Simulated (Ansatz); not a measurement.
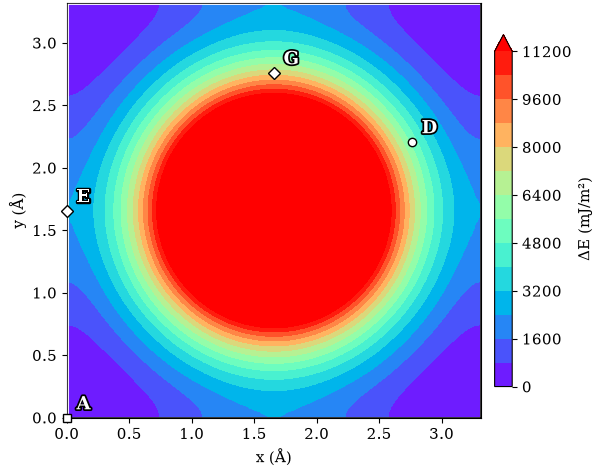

Au (Im-3m, No. 229; 6 atoms in the cell). The crystal above one (0 0 1) plane is slid rigidly over the crystal below it (one fault a cell, nothing relaxed). Places are given modulo a cell vector. The map is drawn in real space over the plane of the slide. The grid has 6 × 6 points; 10 points were computed and 26 follow by symmetry. All energies are given in mJ/m² relative to the lowest grid point. The reference cell is the one listed in the database, not relaxed at this level. Theory: DFT PBEsol, scalar-relativistic, plane waves, PAW (Ansatz 0.2.0). Settings: cutoff 420 eV, k-mesh 14×14×5 in the order of the run's cell vectors, gaussian smearing 0.15 eV, no spin polarisation.

Drawn: filled contours, the outline of one cell of the plane, one colour for all values above the top of the scale, lettered points. Between grid points the surface is interpolated.

> What kind of point is each of A, E: minimum, saddle, maximum or slope?

A: minimum; E: saddle point. (In these two coordinates alone; a stationary point may lie a little off the grid point.)

> Rank the lettered points by energy, lowest first.

A (0 mJ/m²), E (2397 mJ/m²), D (5298 mJ/m²), G (7577 mJ/m²).
